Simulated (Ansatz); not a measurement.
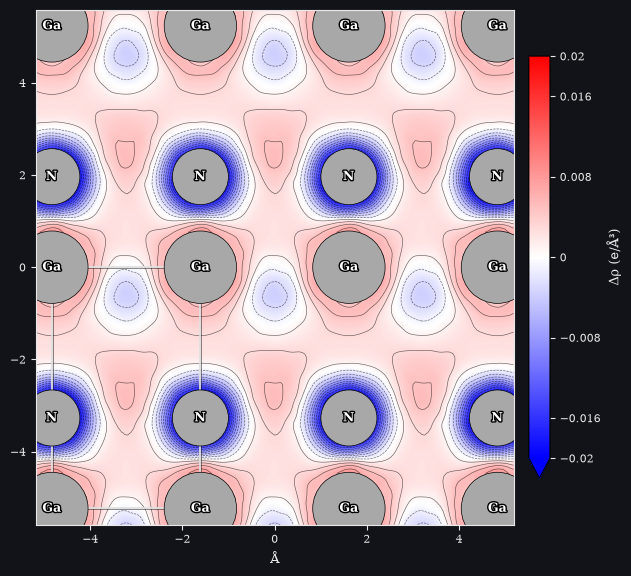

GaN. Difference of the valence pseudo-densities of two functionals at the same geometry, on the (100) plane of the calculation cell: PBEsol less RPBE.

Both computed with Ansatz (plane waves, PAW), on the same k-point mesh. Grey discs cover the atomic cores.

```xyz
4
Lattice="3.2218 0.0000 0.0000 -1.6109 2.7902 0.0000 0.0000 0.0000 5.2340" Properties=species:S:1:pos:R:3 pbc="T T T"
Ga    1.6109    0.9301    2.6170
Ga    0.0000    1.8601    0.0000
N     1.6109    0.9301    4.5797
N     0.0000    1.8601    1.9627
```

> What does the difference map show?

Against RPBE, PBEsol gives more density around Ga (+0.005 e/Å³ on average at 1.0 Å from the nucleus) and less density around N (−0.010 e/Å³ on average at 0.8 Å from the nucleus).
